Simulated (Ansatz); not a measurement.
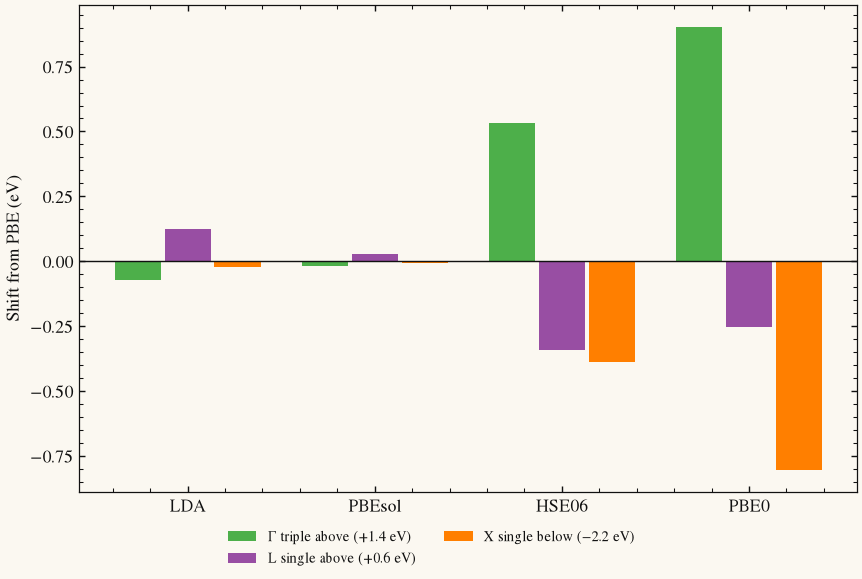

Levels near the Fermi level of fcc Hf, space group Fm-3m, 1 atom in the primitive cell (cubic a = 4.440 Å), a metal, by five methods on one cell, as shifts from PBE. Each level is counted from the Fermi level of its run and named by k point, degeneracy (spin aside) and side; the legend gives its PBE energy.

**Which method departs most from PBE, and how?**

PBE0: it moves Γ triple above by +0.90 eV, L single above by −0.25 eV and X single below by −0.80 eV. Exact exchange pushes filled levels down from the Fermi level and so widens the occupied bands.

```csv
method,Γ triple above (eV),L single above (eV),X single below (eV)
LDA,1.32,0.76,−2.24
PBE,1.40,0.64,−2.22
PBEsol,1.38,0.66,−2.23
HSE06,1.93,0.29,−2.61
PBE0,2.30,0.38,−3.03
```

Settings. LDA: Ansatz PAW, 10×10×10 k mesh, 420 eV cutoff, Fermi-Dirac smearing of 0.05 eV (Ansatz 0.2.0). PBE: Ansatz PAW, 10×10×10 k mesh, 420 eV cutoff, Fermi-Dirac smearing of 0.05 eV (Ansatz 0.2.0). PBEsol: Ansatz PAW, 10×10×10 k mesh, 420 eV cutoff, Fermi-Dirac smearing of 0.05 eV (Ansatz 0.2.0). HSE06: Ansatz PAW, 6×6×6 k mesh, 420 eV cutoff, Fermi-Dirac smearing of 0.05 eV (Ansatz). PBE0: Ansatz PAW, 6×6×6 k mesh, 420 eV cutoff, Fermi-Dirac smearing of 0.05 eV (Ansatz 0.2.0). No run carries moments or holds spin-orbit coupling.

Spin-orbit coupling is left out, which matters for Hf. This isn't the form of Hf at room conditions, which is hcp. LDA, PBEsol, HSE06 and PBE0: the PAW data sets were made with another functional. HSE06 and PBE0: the k mesh is coarse, so the values aren't converged, least of all with exact exchange. PBE0: unscreened exact exchange wrongly thins out the states at the Fermi level of a metal. The meshes or smearings differ, which moves the Fermi levels.
